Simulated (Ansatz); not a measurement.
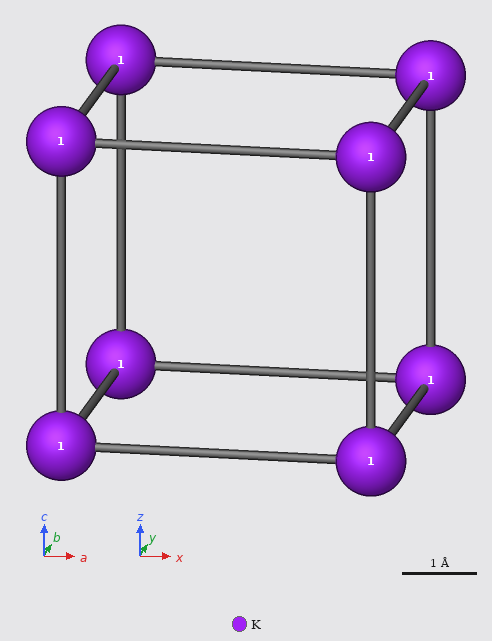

Crystalline K (Pm-3m): the ratio of the cell's length along [111] to its lengths across, counted as 1 for the reference, is changed at fixed volume (a trigonal path), with the atoms kept at their fractional coordinates. x, y and z are the Cartesian axes of the input. The picture shows the reference cell. Style: ball-and-stick. Shown: the cell of the calculation, slightly off an axis.

Method: Ansatz 0.2.0, DFT PBEsol, scalar-relativistic, plane waves, PAW. Settings: plane-wave cutoff 420 eV; k-point mesh 12 × 12 × 12; occupations gaussian; smearing width 0.15 eV; no spin polarisation. Energies (free energies at the smearing named) are counted from the cell as listed in its source, which wasn't relaxed.

Input file:
```yaml
crystal:
  lattice:
    - [4.31043949, 0.0, 0.0]
    - [0.0, 4.31043949, 0.0]
    - [0.0, 0.0, 4.31043949]
  atoms:
    - { symbol: K, position: [0.0, 0.0, 0.0] }
basis:
  ecutwfc: 420
kpoints:
  mp_grid: { grid: [12, 12, 12] }
hamiltonian:
  xc: pbesol
scf:
  occupations: { method: gaussian, width: 0.15 }
output:
  forces: true
  stress: true
  eigenvalues: true
```

Launched with:
```bash
ansatz run input.yaml --threads 1 --pin off --max-ram 1228MiB --backend cpu --events-out ev --progress --plain --runs-dir out
```

Q: Predict the energy profile (the relative ratio: 0.50, 0.60, 0.71, 0.85, 0.93, 1.00, 1.08, 1.20, 1.41, 1.70, 2.00).

A:
```csv
axial ratio over its reference value,energy change (meV/atom)
0.50,−98.0
0.60,−78.1
0.71,−43.1
0.85,−11.2
0.93,−2.4
1.00,0.0
1.08,−2.7
1.20,−14.1
1.41,−43.8
1.70,−82.8
2.00,−99.7
```

Of the computed points the lowest is at the relative ratio 2.00, −99.7 meV/atom. A local maximum lies at 1.00 (0.0 meV/atom). The energy is still falling at the end of the range, so the minimum along this coordinate lies there or beyond. The end points stand at −98.0 meV/atom (0.50) and −99.7 meV/atom (2.00). The distortion takes the space group from Pm-3m to R-3m, except for Im-3m at 0.50, Fm-3m at 2.00. At the relative ratio 2.00 the cell of the drawing goes a 4.310 → 4.838 Å, b 4.310 → 4.838 Å, c 4.310 → 4.838 Å, α 90.0° → 60.0°, β 90.0° → 60.0°, γ 90.0° → 60.0°.
